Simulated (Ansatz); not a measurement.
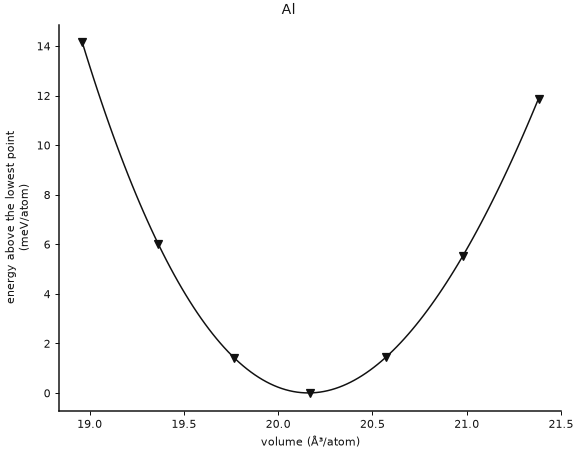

**Figure.** Energy above the lowest point against volume for Al, space group Pm-3m (No. 221) (one of a set of cubic test structures, which need not be the stable phase).

A third-order Birch–Murnaghan fit gives V0 = 20.16 Å³/atom, B0 = 57.1 GPa and B′ = 4.2. The energy above the lowest point is 14.2 meV/atom at volume 18.96 Å³/atom and 11.9 meV/atom at 21.38 Å³/atom; the lowest computed point is at volume 20.17 Å³/atom (0.0 meV/atom).

How it was computed, with Ansatz 0.2.0 development build: equation of state of a cubic crystal from periodic Kohn-Sham density functional theory without spin, third-order Birch-Murnaghan fit to the free energies; pressure corrected for the finite basis. Level: PBE.

- structure type: simple cubic
- atoms in cell: 1
- space group number: 221
- lattice centring: simple cubic
- k mesh: 20×20×20
- occupation method: Fermi–Dirac
- occupation width: 0.06123 eV
- wave cutoff: 700 eV
- datasets: hard PAW
- density tolerance: 1e−09 eV
- bands: 10
- density cutoff ratio: 4
- search for lower states: default

Note: cubic model structure, not the ambient form; modest k-mesh, values are not fully converged in k.

One of the inputs:
```
crystal:
  lattice:
    - [2.722123665891, 0.0, 0.0]
    - [0.0, 2.722123665891, 0.0]
    - [0.0, 0.0, 2.722123665891]
  atoms:
    - { symbol: Al, position: [0, 0, 0] }
kpoints:
  mp_grid: { grid: [20, 20, 20] }
hamiltonian:
  xc: pbe
  pseudopotentials:
    kind: paw
    azcp:
      Al: "pseudopotentials/pbe/paw/ansatz_paw_generated_hard_1/Al.paw.azcp"
scf:
  occupations: { method: fermi_dirac, width: 0.061225619053 }
  convergence: { dr2_threshold: "1e-9 eV" }
  max_iter: 300
output:
  forces: true
  stress: true
```

Run as:
```bash
ansatz run input.yaml --threads 1
```
